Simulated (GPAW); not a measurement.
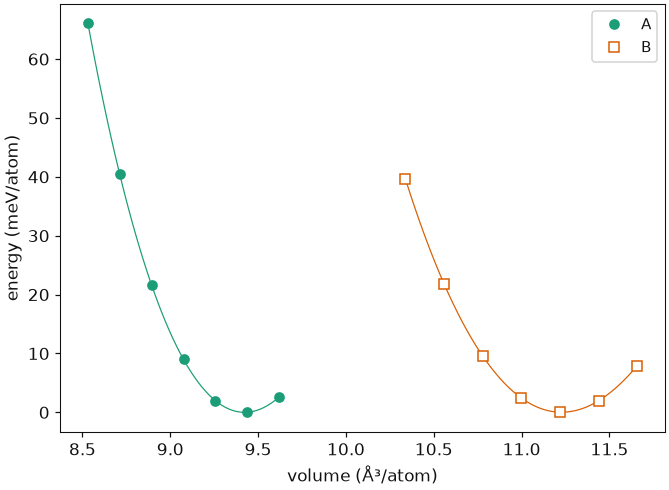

The figure compares two calculations of the energy against volume, each curve from its own zero. The first is for MnO, space group Fm-3m (No. 225).

The cell holds 2 atoms.

Computed with GPAW 26.7.0: PAW DFT in plane waves, on a grid or in atomic orbitals, collinear spins; energies at scaled volumes of the given cell, shape and fractions fixed, counted from the fit's minimum, third-order Birch-Murnaghan fit. Level: r2SCAN, collinear spin.

```
         setting                                 value
          k mesh                                 8×8×8
     occupations                           Fermi–Dirac
  smearing width                               0.05 eV
      potentials  GPAW PAW data sets (gpaw data 1.2.1)
     wave cutoff                                800 eV
program settings                              basis pw
```

In the second, Mn is replaced by Ni on all its sites, which gives NiO in the same structure. The second calculation uses k mesh 9×9×9.

Question: Which of A and B is the second calculation, and what did the change do?

Answer: A. The equilibrium volume falls from 11.23 to 9.42 Å³/atom (−16 %) and the bulk modulus rises from 161 to 210 GPa (+30 %).

For NiO, limits of the calculation: nickel data set pressure off other codes.

V0 and the bulk modulus come from third-order Birch–Murnaghan fits.
